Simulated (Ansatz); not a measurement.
# RuS: single-point calculation (part 2 of 2)

The same run, continued: RuS (F-43m, 4 atoms in the cell); DFT LDA+U, scalar-relativistic, plane waves, PAW, Ueff = 4 eV on Ru atom 1 d; Ueff = 4 eV on Ru atom 3 d, spin-polarised (Ansatz 0.2.0); cutoff 420 eV, 6×6×6 k-mesh, Gaussian smearing of 0.05 eV, collinear spins. The structure was built on a prototype by a generator; it need not be a known phase. It belongs to a series of runs on one base structure; here: ferromagnetic start, free, natural orbitals of the symmetric run filled by rank.

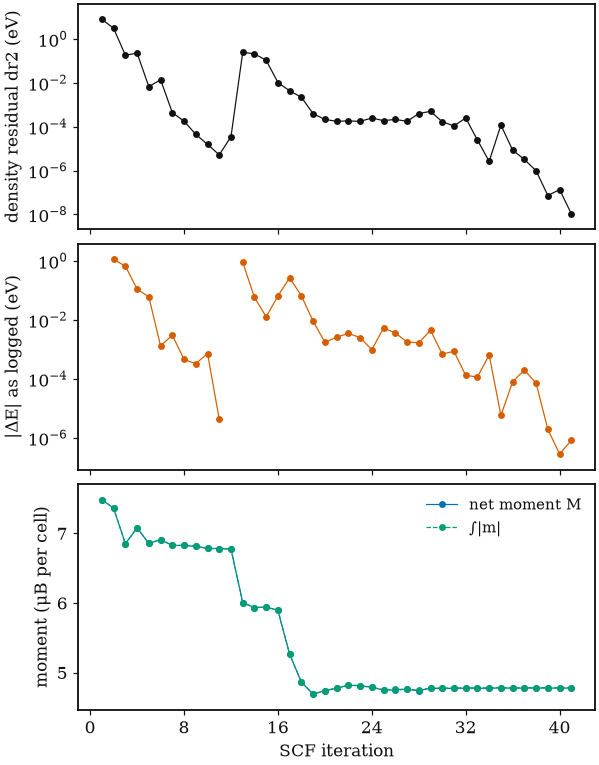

**Figure 1.** Convergence of the self-consistent field: density residual dr2, size of the energy change and magnetic moment against the SCF iteration. The residual lingers near 2 × 10⁻⁴ from about step 19 to 30 before it falls again. The net moment goes from 7.5 to 4.8 μB per cell.

```
SCF converged after 41 iterations
Magnetization: 4.7771 μB (24.3886 up, 19.6114 down)
Absolute magnetization: 4.7822 μB (∫|ρ↑−ρ↓|, with the PAW one-centre terms)
Spin contamination: 0.1229 ħ² per cell (⟨S²⟩ above its minimum at these occupations)
Per-site moments (μB) at R_I (Å): [(1.8233297695471453, 0.9875044272088901), (0.043040366991860035, 0.9875044272088901), (1.8233297695471447, 0.9875044272088901), (0.043040366991859993, 0.9875044272088901)]
Free energy (F): -13246.904798 eV
Harris-Foulkes:  -13246.904798 eV  (|F-HF|=2.33e-8)
Internal energy: -13246.900015 eV  (E = F + TS)
E sigma→0 (E₀):  -13246.902406 eV
Entropy (-TS):   -0.004783 eV (-1.196 meV/atom)
Fermi energy:    9.481808 eV
--- Per-component energies (eV) ---
  E_band       = -521.484246
  E_kinetic    = 1239.505761
  E_local      = -4565.890352  (includes V_loc(G=0)·N_el)
  E_nonlocal   = 766.629465
  E_hartree    = 1584.114813
  E_xc         = -564.439616
  E_vxc        = -644.140813  (∫ρ·V_xc dr)
  E_hubbard    = 4.692619  (on-site DFT+U / exact-exchange correction)
  E_vhub       = -18.842480  (the Hubbard potential's part of the band-sum identity)
  E_paw        = -7824.974754  (= ΣΔE_a)
  E_vpaw       = -466.974049  (= ΣTr[D̂ρ^β])
  E_aug_tail   = -0.000449  (compensation charges beyond the density's cutoff)
  E_ewald      = -3887.987266
  E_core_change = 1.449765  (= ΣΔE_core)
  E_smearing   = -0.004783  (= −TS)
  E_closure    = -0.000000  (closes the sum)
  Σ components = -13246.904798   (vs F -13246.904798, Δ=0.00e0)
--- Specified on-site occupations, and those of the state reported ---
  electrons in the specified blocks: 11.8000 specified, 14.1141 found
  site 0 (l=d) ↓: largest change of an orbital's occupation 0.6787; electrons 1.0500 specified, 2.4410 found; spectral distance 0.8312
  site 2 (l=d) ↓: largest change of an orbital's occupation 0.6787; electrons 1.0500 specified, 2.4410 found; spectral distance 0.8312
  site 0 (l=d) ↑: largest change of an orbital's occupation 0.0804; electrons 4.8500 specified, 4.6161 found; spectral distance 0.1343
  site 2 (l=d) ↑: largest change of an orbital's occupation 0.0804; electrons 4.8500 specified, 4.6161 found; spectral distance 0.1343
--- Forces (eV/Å), atoms counted from 1 ---
  atom   1  Ru     0.00000000     0.00000000    -0.00000000
  atom   2  S      0.00000000     0.00000000    -0.00000000
  atom   3  Ru     0.00000000     0.00000000    -0.00000000
  atom   4  S      0.00000000     0.00000000    -0.00000000
  max |Σ_I F_I| component: 1.39e-17 eV/Å
--- Stress (GPa, compression-positive) ---
       -8.594319       0.000000       0.000000
       -0.000000      -5.904214       0.000000
        0.000000       0.000000      -8.382387
  P = ⅓ Tr σ = -7.6270 GPa (-76.270 kbar)
--- Band table (eV; the first three rows and the last of 104) ---
  k-point 0 ↑: bands = ["-63.4685", "-63.4674", "-33.7743", "-33.7671", "-33.7386", "-33.7194", "-33.2448", "-33.2373", "-4.5993", "-3.9267", "2.7413", "3.3003", "3.3057", "3.3211", "4.6647", "4.7204", "5.1293", "5.8040", "5.9329", "6.1981", "6.9825", "7.8171", "7.8849", "10.9690", "11.3048", "11.3092", "11.3186", "14.3041", "15.8046", "16.6148", "16.6345", "16.8851"]
  k-point 1 ↑: bands = ["-63.4684", "-63.4674", "-33.7751", "-33.7688", "-33.7372", "-33.7204", "-33.2456", "-33.2390", "-4.5107", "-3.9420", "2.9165", "3.2642", "3.3866", "3.4052", "4.5212", "4.7353", "5.1345", "5.7508", "5.8836", "6.0758", "6.5959", "7.9514", "8.2802", "10.3132", "10.7961", "11.2192", "11.9656", "14.6709", "16.1195", "16.3258", "16.8541", "17.0039"]
  k-point 2 ↑: bands = ["-63.4682", "-63.4676", "-33.7763", "-33.7725", "-33.7332", "-33.7234", "-33.2468", "-33.2429", "-4.3044", "-3.9924", "3.2655", "3.3079", "3.5618", "3.5926", "4.1819", "4.6336", "5.2201", "5.2272", "5.8344", "5.8680", "7.2674", "7.6922", "9.0874", "9.1603", "9.4844", "10.8291", "13.3279", "15.1113", "16.1802", "16.1987", "16.6639", "17.4981"]
  k-point 51 ↓: bands = ["-62.0489", "-62.0486", "-32.2134", "-32.2000", "-32.1819", "-32.1818", "-31.9641", "-31.9504", "-3.6725", "-3.5464", "3.3947", "3.9855", "5.5572", "5.8718", "5.9029", "5.9094", "7.4016", "7.7411", "8.1069", "8.7324", "9.1116", "10.3479", "10.3533", "10.4140", "10.5416", "10.8836", "14.9884", "15.2215", "16.4713", "16.5629", "19.5485", "19.5722"]
Occupation matrices written to [file]
--- Löwdin populations: 4 sites ---
  site symbol       q [e]    m [muB]
     0     Ru     15.5786     2.1956
     1      S      6.2285     0.1569
     2     Ru     15.5786     2.1956
     3      S      6.2285     0.1569
  spilling = 0.008770 (of n_electrons = 44.000000)
--- Occupation matrices: 2 shells (run DFT+U table (all-electron-ortho-atomic); ε = 1.62e-2) ---
  Ru0 d_4D: site group Td (-43m); on the run's cell D2d (-42m)
  Ru0 d_4D up     Tr n = 4.6161  λ = 0.890 0.894 0.894 0.961 0.976  [3× xz 0.33 (T2 1.00) T2(1.00)/E(0.67) | 2× z2 0.50 (E 1.00) E(1.00)/A1(0.50)]
  Ru0 d_4D dn     Tr n = 2.4410  λ = 0.106 0.346 0.359 0.699 0.931  [z2 0.78 (E 1.00) E(1.00)/A1(0.72) | 2× yz 0.50 (T2 1.00) T2(1.00)/B2(0.50) | xz 1.00 (T2 1.00) T2(1.00)/E(1.00) | x2-y2 0.78 (E 1.00) E(1.00)/B1(0.72)]
  specified occupation → Ru0 d_4D up: matrix, ‖Δ‖_F = 0.1343, Tr Δ = +0.2339, displaced = 0.1234, d_λ = 0.1343; orbital distance = 0.0000
  specified occupation → Ru0 d_4D dn: matrix, ‖Δ‖_F = 0.9546, Tr Δ = -1.3910, displaced = 1.0096, d_λ = 0.8312; orbital distance = 0.5301
  Ru2 d_4D: site group Td (-43m); on the run's cell D2d (-42m)
  Ru2 d_4D up     Tr n = 4.6161  λ = 0.890 0.894 0.894 0.961 0.976  [3× xz 0.33 (T2 1.00) T2(1.00)/E(0.67) | 2× z2 0.50 (E 1.00) E(1.00)/A1(0.50)]
  Ru2 d_4D dn     Tr n = 2.4410  λ = 0.106 0.346 0.359 0.699 0.931  [z2 0.78 (E 1.00) E(1.00)/A1(0.72) | 2× yz 0.50 (T2 1.00) T2(1.00)/B2(0.50) | xz 1.00 (T2 1.00) T2(1.00)/E(1.00) | x2-y2 0.78 (E 1.00) E(1.00)/B1(0.72)]
  specified occupation → Ru2 d_4D up: matrix, ‖Δ‖_F = 0.1343, Tr Δ = +0.2339, displaced = 0.1234, d_λ = 0.1343; orbital distance = 0.0000
  specified occupation → Ru2 d_4D dn: matrix, ‖Δ‖_F = 0.9546, Tr Δ = -1.3910, displaced = 1.0096, d_λ = 0.8312; orbital distance = 0.5301
  Tr n, λ and their labels are of the run-group-symmetrised matrices; stabiliser: 8 of 32 elements of G0×{1,Θ} (closed), max defect 1.0e-15 at τ = 3.4e-3
```

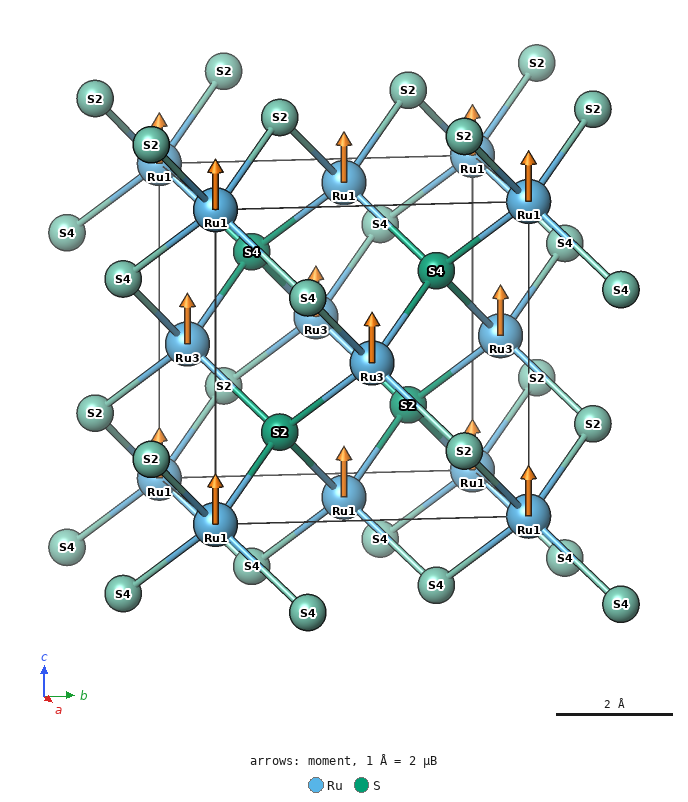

**Figure 2.** Magnetic moments of the sites as orange arrows (ball-and-stick view of the cell 2 times as large as that of the calculation, set on its symmetry axes, seen slightly off an axis; neighbours outside the cell are drawn fainter; atoms are numbered from 1 in the order of the input); small moments hardly show. The run is collinear, so the axis drawn is arbitrary. Site moments: Ru1, Ru3 (1.82 μB). They are counted near the atoms and needn't add up to the moment of the cell.

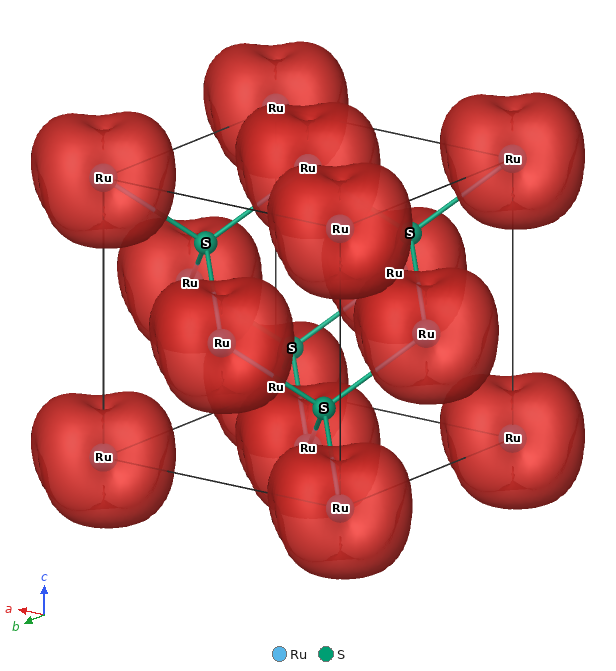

**Figure 3.** Isosurfaces of the spin density at +0.03 (red) and −0.03 e/Å³ (blue), seen at an oblique angle. Sticks mark near contacts. The outline is the cell set on symmetry axes. The cell of the calculation (4 atoms) carries 4.8 μB net. Only one sign reaches the isovalue. Core electrons are frozen (PAW), so the fields are smoothed inside the atomic spheres.

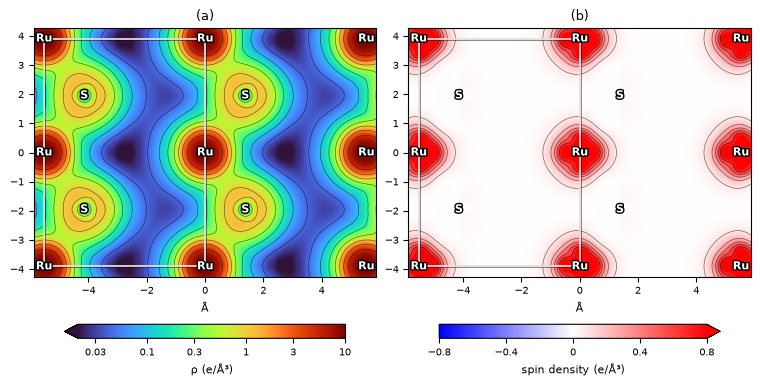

**Figure 4.** (a) valence electron density; (b) spin density on the (011) plane of the conventional cell. Ru–S (2.39 Å): the density is about 0.59 e/Å³ at the midpoint. Away from the nuclei the density in this plane falls to 0.02 e/Å³ at its lowest. The cell of the calculation (4 atoms) carries 4.8 μB net.

The run was set up as follows.

Input file:
```yaml
crystal:
  lattice:
    - [0.0, 2.7642955, 2.7642955]
    - [5.528591, 2.7642955, 2.7642955]
    - [5.528591, 5.528591, 0.0]
  atoms:
    - { symbol: Ru, position: [0.0, 0.0, 0.0], spin: 4.0 }
    - { symbol: S, position: [0.25, 0.25, 0.0] }
    - { symbol: Ru, position: [0.0, 0.0, 0.5], spin: 4.0 }
    - { symbol: S, position: [0.25, 0.25, 0.5] }
basis:
  ecutwfc: 420
  ecutrho_ratio: 4
kpoints:
  mp_grid: { grid: [6, 6, 6] }
hamiltonian:
  xc: lda
  hubbard:
    sites:
      - { site: 0, l: d, u_eff: 4.0, starting_ns: [{ spin: up, occupation_matrix: s0up }, { spin: down, occupation_matrix: s0down }] }
      - { site: 2, l: d, u_eff: 4.0, starting_ns: [{ spin: up, occupation_matrix: s2up }, { spin: down, occupation_matrix: s2down }] }
    occupation_matrices:
      s0up:
        matrix:
          - [0.97, 0.0, 0.0, 0.0, 0.0]
          - [0.0, 0.97, 0.0, 0.0, 0.0]
          - [0.0, 0.0, 0.97, 0.0, 0.0]
          - [0.0, 0.0, 0.0, 0.97, 0.0]
          - [0.0, 0.0, 0.0, 0.0, 0.97]
      s0down:
        matrix:
          - [0.58125, 0.0, 0.0, 0.4671, 0.0]
          - [0.0, 0.02, 0.0, 0.0, 0.0]
          - [0.0, 0.0, 0.02, 0.0, 0.0]
          - [0.4671, 0.0, 0.0, 0.40875, 0.0]
          - [0.0, 0.0, 0.0, 0.0, 0.02]
      s2up:
        matrix:
          - [0.97, 0.0, 0.0, 0.0, 0.0]
          - [0.0, 0.97, 0.0, 0.0, 0.0]
          - [0.0, 0.0, 0.97, 0.0, 0.0]
          - [0.0, 0.0, 0.0, 0.97, 0.0]
          - [0.0, 0.0, 0.0, 0.0, 0.97]
      s2down:
        matrix:
          - [0.58125, 0.0, 0.0, 0.4671, 0.0]
          - [0.0, 0.02, 0.0, 0.0, 0.0]
          - [0.0, 0.0, 0.02, 0.0, 0.0]
          - [0.4671, 0.0, 0.0, 0.40875, 0.0]
          - [0.0, 0.0, 0.0, 0.0, 0.02]
    ns_hold: { iters: 10 }
scf:
  occupations: { method: gaussian, width: 0.05 }
  lower_state_search: "off"
  max_iter: 150
output:
  forces: true
  stress: true
  eigenvalues: true
  populations: true
  hubbard: { sites: [{ site: 0, l: d }, { site: 2, l: d }] }
  write_density: true
  write_potential: true
  elf: true
  volumetric_format: npy
magnetization:
  spin_polarized: true
```

Launch command:
```bash
ansatz run input.yaml --threads 2 --pin off --max-ram 3072MiB --backend cpu --events-out ev --progress --plain --runs-dir out
```

Summary:

| quantity | value |
| --- | --- |
| outcome | converged |
| space group (tolerance 0.01 Å) | F-43m (216) |
| electrons treated | 44 |
| free energy | −13246.9048 eV |
| Fermi energy | 9.482 eV |
| gap on the k-point mesh | none (metallic) |
| net moment of the cell | 4.78 μB |
| integrated absolute moment | 4.78 μB |
| pressure | −7.63 GPa |
| largest force (length of the vector) | under 0.001 eV/Å |
| hardware | 2 threads of Arm Neoverse V2, 112 GiB of memory available, shared host |
| wall time | 72 s (CPU time 2.3 min) |
| peak memory | 0.48 GiB |

Remarks:

The program warns: the typed occupations were not kept; the occupation matrices lower the symmetry. The cell is under a tension of 7.6 GPa at this level, so it is not at its equilibrium volume.
